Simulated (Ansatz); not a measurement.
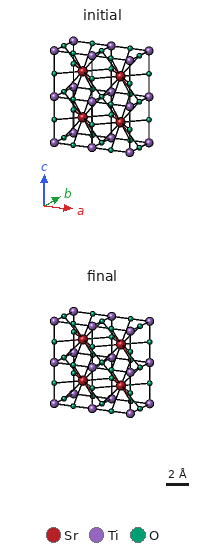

The structure of a crystal of SrTiO$_{3}$ (a generated structure, set up in P4/mmm) (coarse preliminary run) before (top) and after (bottom) a relaxation, at one scale.

Style: ball-and-stick. Shown: the cell of the calculation, repeated 2 × 1 × 2 with one cell outlined, from a free direction.

Level of theory: Ansatz, DFT PBE, scalar-relativistic, plane waves, PAW. (plane-wave cutoff 420 eV; k-point mesh 4 × 4 × 4; occupations gaussian; smearing width 0.1 eV; collinear spin; cell and atoms relaxed; force threshold 0.04 eV/Å; at most 70 steps)

### Describe what moved and what it gained.

Over 5 accepted moves (7 points after the start) the energy falls by 0.488 eV per cell of the calculation. All forces vanish by symmetry, so only the cell relaxes. The pressure goes from −10.26 to −0.01 GPa. At 2 points the geometry stayed and the basis and grid were re-selected for the new cell (energy shift of 6.9 meV per cell of the calculation at most each time). No atom moves by more than 0.005 Å relative to the cell. Cell: a = b 3.906 → 3.937 Å (+0.8 %), c 4.390 → 3.937 Å (−10.3 %). Volume −8.9 %. Some distances before and after: O–Ti 2.195 → 1.968 Å, O–Sr 2.938 → 2.784 Å, Sr–Ti 3.528 → 3.409 Å, O–Sr 2.762 → 2.784 Å. Bond angles that change, for instance: Sr–O–Sr 96.7° → 90.0°, Sr–O–Sr 83.3° → 90.0°. The space group (tolerance 0.01 Å) goes from P4/mmm (No. 123) to Pm-3m (No. 221). The program noted that the starting moments weren't kept.
